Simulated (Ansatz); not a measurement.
**What a change does: single-point calculation on Zn$_{3}$O$_{4}$**

System: Zn$_{3}$O$_{4}$ (P6/mmm, 7 atoms in the cell).
Method of run A: DFT PBE, scalar-relativistic, plane waves, PAW, no spin polarisation (Ansatz 0.2.0).

The structure was made by a generator, so it may or may not be a known phase. Text and figures count atoms from 1; the logs count them from 0 in places.

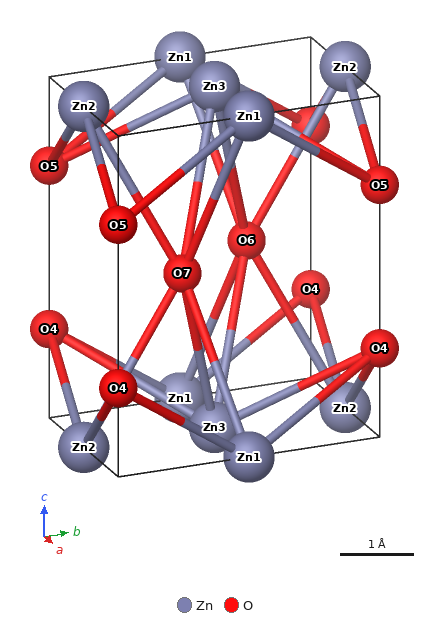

Fig. 1: The structure (ball-and-stick view of the cell of the calculation, seen slightly off an axis; atoms are numbered from 1 in the order of the input).

**Input file, run A**
```yaml
crystal:
  lattice:
    - [4.82981175, 0.0, 0.0]
    - [-2.41490588, 4.18273967, 0.0]
    - [0.0, 0.0, 4.79450865]
  atoms:
    - { symbol: Zn, position: [0.0, 0.5, 0.0] }
    - { symbol: Zn, position: [0.5, 0.0, 0.0] }
    - { symbol: Zn, position: [0.5, 0.5, 0.0] }
    - { symbol: O, position: [0.0, 0.0, 0.26033482] }
    - { symbol: O, position: [0.0, 0.0, 0.73966518] }
    - { symbol: O, position: [0.33333333, 0.66666667, 0.5] }
    - { symbol: O, position: [0.66666667, 0.33333333, 0.5] }
basis:
  ecutwfc: 420
kpoints:
  mp_grid: { grid: [6, 6, 4] }
hamiltonian:
  xc: pbe
scf:
  occupations: { method: gaussian, width: 0.1 }
  lower_state_search: "off"
output:
  forces: true
  stress: true
  eigenvalues: true
```

Launched with:
```bash
ansatz run input.yaml --threads 1 --pin off --max-ram 2048MiB --backend cpu --events-out ev --progress --plain --runs-dir out
```

Hardware: 1 thread of Arm Neoverse V1, 24 GiB of memory available, shared host.

**Output, shortened to warnings, some set-up lines, iterations and results (run A)**
```
Basis set: ecut = 420 eV, 1853 PW (Γ), exchange–correlation on 72×72×72 points (8 copies of the dense FFT grid, shifted against one another)
Symmetry: 24 space group operations
k-points: 21 of 144
Initial density: superposition of atomic densities (neutral atoms: chi_scale 0, normalization atom), corrected by the library's trained network
[...]
SCF iter   1: F=—  HF=-12210.497397 eV  |F-HF|=—  |Δ(HF+E_count)|=         —  Δρ=1.91e-2  dr2=2.19e-1  ethr=1.77e-3  ⟨swp⟩=6.4  Hψ=3388  notcnv=0
SCF iter   2: F=—  HF=-12210.472796 eV  |F-HF|=—  |Δ(HF+E_count)|=   2.46e-2  Δρ=8.02e-3  dr2=5.22e-2  ethr=3.66e-4  ⟨swp⟩=1.0  Hψ=945  notcnv=0
SCF iter   3: F=—  HF=-12210.465079 eV  |F-HF|=—  |Δ(HF+E_count)|=   7.72e-3  Δρ=1.32e-3  dr2=1.93e-3  ethr=8.70e-5  ⟨swp⟩=1.0  Hψ=755  notcnv=0
SCF iter   4: F=—  HF=-12210.465043 eV  |F-HF|=—  |Δ(HF+E_count)|=   3.61e-5  Δρ=1.11e-3  dr2=6.93e-4  ethr=3.22e-6  ⟨swp⟩=2.0  Hψ=1197  notcnv=0
SCF iter   5: F=—  HF=-12210.464804 eV  |F-HF|=—  |Δ(HF+E_count)|=   2.39e-4  Δρ=3.64e-4  dr2=9.94e-5  ethr=1.15e-6  ⟨swp⟩=2.0  Hψ=1094  notcnv=0
SCF iter   6: F=—  HF=-12210.464796 eV  |F-HF|=—  |Δ(HF+E_count)|=   7.77e-6  Δρ=1.08e-4  dr2=1.05e-5  ethr=1.66e-7  ⟨swp⟩=2.5  Hψ=1349  notcnv=0
SCF iter   7: F=—  HF=-12210.464798 eV  |F-HF|=—  |Δ(HF+E_count)|=   1.94e-6  Δρ=3.03e-5  dr2=8.86e-7  ethr=1.75e-8  ⟨swp⟩=2.2  Hψ=1117  notcnv=0
SCF iter   8: F=-12210.464798 eV  HF=-12210.464798 eV  |F-HF|=2.26e-8  |Δ(HF+E_count)|=   7.78e-8  Δρ=6.25e-6  dr2=5.24e-8  ethr=1.67e-10  ⟨swp⟩=6.3  Hψ=3508  notcnv=0
SCF 1 converged in 8 iterations: F = -12210.464798 eV  dr2 = 5.24e-8
SCF converged after 8 iterations
Free energy (F): -12210.464798 eV
Harris-Foulkes:  -12210.464798 eV  (|F-HF|=2.26e-8)
Internal energy: -12210.406570 eV  (E = F + TS)
E sigma→0 (E₀):  -12210.435684 eV
Entropy (-TS):   -0.058228 eV (-8.318 meV/atom)
Fermi energy:    4.434886 eV
--- Per-component energies (eV) ---
  E_band       = -99.409114
  E_kinetic    = 1053.379115
  E_local      = -6680.668998  (includes V_loc(G=0)·N_el)
  E_nonlocal   = 2037.236309
  E_hartree    = 2664.960195
  E_xc         = -691.819018
  E_vxc        = -512.158814  (∫ρ·V_xc dr)
  E_paw        = -6109.516629  (= ΣΔE_a)
  E_vpaw       = -1327.128019  (= ΣTr[D̂ρ^β])
  E_aug_tail   = 0.007751  (compensation charges beyond the density's cutoff)
  E_ewald      = -4483.985295
  E_smearing   = -0.058228  (= −TS)
  E_closure    = -0.000000  (closes the sum)
  Σ components = -12210.464798   (vs F -12210.464798, Δ=0.00e0)
--- Forces (eV/Å), atoms counted from 1 ---
  atom   1  Zn     0.00000000     0.00000000     0.00000000
  atom   2  Zn     0.00000000     0.00000000     0.00000000
  atom   3  Zn    -0.00000000     0.00000000     0.00000000
  atom   4  O      0.00000000     0.00000000    -0.80385263
  atom   5  O      0.00000000     0.00000000     0.80385263
  atom   6  O      0.00000000    -0.00000000     0.00000000
  atom   7  O      0.00000000     0.00000000     0.00000000
  max |Σ_I F_I| component: 2.31e-17 eV/Å
--- Stress (GPa, compression-positive) ---
       -1.593759      -0.000000       0.000000
       -0.000000      -1.593759       0.000000
        0.000000       0.000000     -33.476758
  P = ⅓ Tr σ = -12.2214 GPa (-122.214 kbar)
```

The input of run B differs as follows (lines with − go, lines with + come):
```diff
-    - { symbol: O, position: [0.0, 0.0, 0.26033482] }
-    - { symbol: O, position: [0.0, 0.0, 0.73966518] }
-    - { symbol: O, position: [0.33333333, 0.66666667, 0.5] }
-    - { symbol: O, position: [0.66666667, 0.33333333, 0.5] }
+    - { symbol: O, position: [0.0, 0.0, 0.26033482], spin: 1.0 }
+    - { symbol: O, position: [0.0, 0.0, 0.73966518], spin: 1.0 }
+    - { symbol: O, position: [0.33333333, 0.66666667, 0.5], spin: 1.0 }
+    - { symbol: O, position: [0.66666667, 0.33333333, 0.5], spin: 1.0 }
+  populations: true
+magnetization:
+  spin_polarized: true
```

Predict how the results change.

With the same functional and potentials, run B lies 97.8 meV per atom lower. The pressure goes from −12.22 to −7.92 GPa. The largest force goes from 0.804 to 0.759 eV/Å. With spin allowed, the absolute moment of the cell comes to 4.51 μB. Exchange favours parallel spins in the open shell, so the polarised state lies below the unpolarised one. The SCF takes 19 iterations against 8. On the same kind of shared host run B took about 3.7 times as long. The two runs start from different initial densities, which also moves the count.

**Output, shortened to warnings, some set-up lines, iterations and results (run B)**
```
Basis set: ecut = 420 eV, 1853 PW (Γ), exchange–correlation on 72×72×72 points (8 copies of the dense FFT grid, shifted against one another)
Symmetry: 24 space group operations
k-points: 21 of 144
Initial density: superposition of atomic densities (chi_scale 0.1, normalization cell, long waves kept (reshape's long-wave potential 0.50 eV rms))
[...]
SCF iter   1: F=—  HF=-12219.296561 eV  |F-HF|=—  |Δ(HF+E_count)|=         —  Δρ=1.00e-1 (↑7.81e-2 ↓1.00e-1)  dr2=4.01e1  dr2_m=8.50e-1  M=4.800 μB ∫|m|=5.039 μB  β_m=0.30  …
SCF iter   2: F=—  HF=-12213.420065 eV  |F-HF|=—  |Δ(HF+E_count)|=    5.88e0  Δρ=6.38e-2 (↑2.69e-2 ↓6.38e-2)  dr2=1.11e1  dr2_m=9.05e-1  M=5.174 μB ∫|m|=5.345 μB  β_m=0.30  …
SCF iter   3: F=—  HF=-12212.007269 eV  |F-HF|=—  |Δ(HF+E_count)|=    1.41e0  Δρ=3.50e-2 (↑3.50e-2 ↓3.24e-2)  dr2=6.25e0  dr2_m=1.22e-1  M=4.620 μB ∫|m|=4.750 μB  β_m=0.30  …
SCF iter   4: F=—  HF=-12211.511127 eV  |F-HF|=—  |Δ(HF+E_count)|=   4.96e-1  Δρ=2.21e-2 (↑2.21e-2 ↓1.73e-2)  dr2=1.23e0  dr2_m=2.01e-1  M=4.816 μB ∫|m|=4.971 μB  β_m=1.00  …
SCF iter   5: F=—  HF=-12211.117701 eV  |F-HF|=—  |Δ(HF+E_count)|=   3.93e-1  Δρ=9.36e-3 (↑5.80e-3 ↓9.36e-3)  dr2=1.02e-1  dr2_m=2.53e-2  M=4.574 μB ∫|m|=4.749 μB  β_m=0.30  …
[... 10 lines ...]
SCF iter  16: F=—  HF=-12211.149561 eV  |F-HF|=—  |Δ(HF+E_count)|=   9.22e-7  Δρ=1.28e-4 (↑2.64e-5 ↓1.28e-4)  dr2=2.29e-5  dr2_m=4.05e-6  M=4.335 μB ∫|m|=4.512 μB  β_m=0.97  …
SCF iter  17: F=—  HF=-12211.149561 eV  |F-HF|=—  |Δ(HF+E_count)|=   9.13e-9  Δρ=2.48e-5 (↑2.48e-5 ↓2.11e-5)  dr2=9.97e-7  dr2_m=2.20e-7  M=4.333 μB ∫|m|=4.509 μB  β_m=0.99  …
SCF iter  18: F=—  HF=-12211.149562 eV  |F-HF|=—  |Δ(HF+E_count)|=   3.09e-7  Δρ=3.73e-5 (↑7.89e-6 ↓3.73e-5)  dr2=2.62e-6  dr2_m=2.50e-7  M=4.332 μB ∫|m|=4.508 μB  β_m=0.99  …
SCF iter  19: F=-12211.149562 eV  HF=-12211.149562 eV  |F-HF|=5.83e-8  |Δ(HF+E_count)|=   9.24e-8  Δρ=5.09e-6 (↑5.09e-6 ↓4.90e-6)  dr2=7.23e-8  dr2_m=8.85e-9  M=4.331 μB …
SCF 1 converged in 19 iterations: F = -12211.149562 eV  dr2 = 7.23e-8
SCF converged after 19 iterations
Magnetization: 4.3310 μB (32.1655 up, 27.8345 down)
Absolute magnetization: 4.5107 μB (∫|ρ↑−ρ↓|, with the PAW one-centre terms)
Spin contamination: 0.0585 ħ² per cell (⟨S²⟩ above its minimum at these occupations)
Per-site moments (μB) at R_I (Å): [(0.028063285379357133, 0.9961486733188293), (0.028063285379357476, 0.9961486733188293), (0.028063285379357098, 0.9961486733188293), (0.8009748098065101, 0.9479883423563911), (0.8009748098065101, 0.9479883423563911), (1.292678007518653, 1.1439534427403955), …
Free energy (F): -12211.149562 eV
Harris-Foulkes:  -12211.149562 eV  (|F-HF|=5.83e-8)
Internal energy: -12211.118129 eV  (E = F + TS)
E sigma→0 (E₀):  -12211.133845 eV
Entropy (-TS):   -0.031433 eV (-4.490 meV/atom)
Fermi energy:    4.631087 eV
--- Per-component energies (eV) ---
  E_band       = -93.910410
  E_kinetic    = 1056.089449
  E_local      = -6689.137180  (includes V_loc(G=0)·N_el)
  E_nonlocal   = 2037.751340
  E_hartree    = 2671.084678
  E_xc         = -693.155412
  E_vxc        = -513.851622  (∫ρ·V_xc dr)
  E_paw        = -6109.773519  (= ΣΔE_a)
  E_vpaw       = -1326.935297  (= ΣTr[D̂ρ^β])
  E_aug_tail   = 0.007811  (compensation charges beyond the density's cutoff)
  E_ewald      = -4483.985295
  E_smearing   = -0.031433  (= −TS)
  E_closure    = -0.000000  (closes the sum)
  Σ components = -12211.149562   (vs F -12211.149562, Δ=0.00e0)
--- Forces (eV/Å), atoms counted from 1 ---
  atom   1  Zn     0.00000000     0.00000000     0.00000000
  atom   2  Zn    -0.00000000     0.00000000     0.00000000
  atom   3  Zn     0.00000000     0.00000000     0.00000000
  atom   4  O      0.00000000     0.00000000    -0.75943190
  atom   5  O      0.00000000     0.00000000     0.75943190
  atom   6  O      0.00000000     0.00000000     0.00000000
  atom   7  O     -0.00000000    -0.00000000     0.00000000
  max |Σ_I F_I| component: 1.11e-16 eV/Å
--- Stress (GPa, compression-positive) ---
       -1.511271       0.000000       0.000000
        0.000000      -1.511271       0.000000
        0.000000       0.000000     -20.742467
  P = ⅓ Tr σ = -7.9217 GPa (-79.217 kbar)
--- Löwdin populations: 7 sites ---
  site symbol       q [e]    m [muB]
     0     Zn     11.0689     0.0331
     1     Zn     11.0689     0.0331
     2     Zn     11.0689     0.0331
     3      O      6.5748     0.8429
     4      O      6.5748     0.8429
     5      O      6.4677     1.3071
     6      O      6.4677     1.3071
  spilling = 0.011801 (of n_electrons = 60.000000)
```

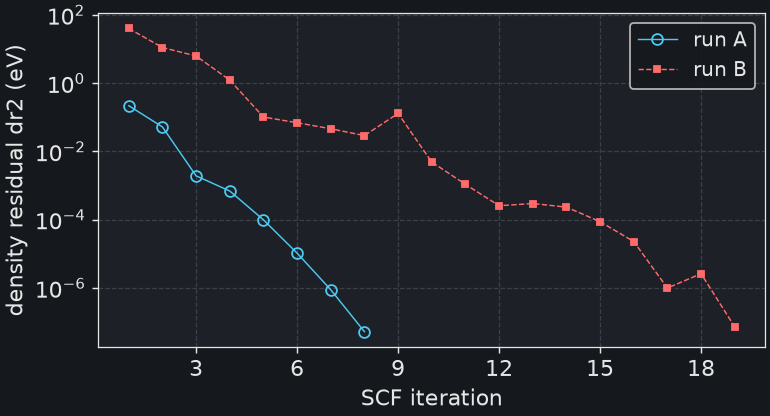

Fig. 2: Convergence of the two runs: density residual dr2 against the SCF iteration. Run A takes 8 iterations in all, and run B takes 19.

**The two runs side by side**

| quantity | run A | run B |
| --- | --- | --- |
| outcome | converged | converged |
| free energy per atom (eV) | −1744.3521 | −1744.4499 |
| energy per atom, smearing taken to zero (eV) | −1744.3480 | −1744.4477 |
| gap on the mesh (eV) | 0.00 | 0.00 |
| pressure (GPa) | −12.22 | −7.92 |
| largest force (eV/Å) | 0.804 | 0.759 |
| SCF iterations | 8 | 19 |
| irreducible k-points | 21 | 21 |
| plane waves at Γ | 1853 | 1853 |
| net moment of the cell (μB) | – | 4.33 |
| absolute moment of the cell (μB) | – | 4.51 |
| wall time (shared host) | 5.8 s | 22 s |
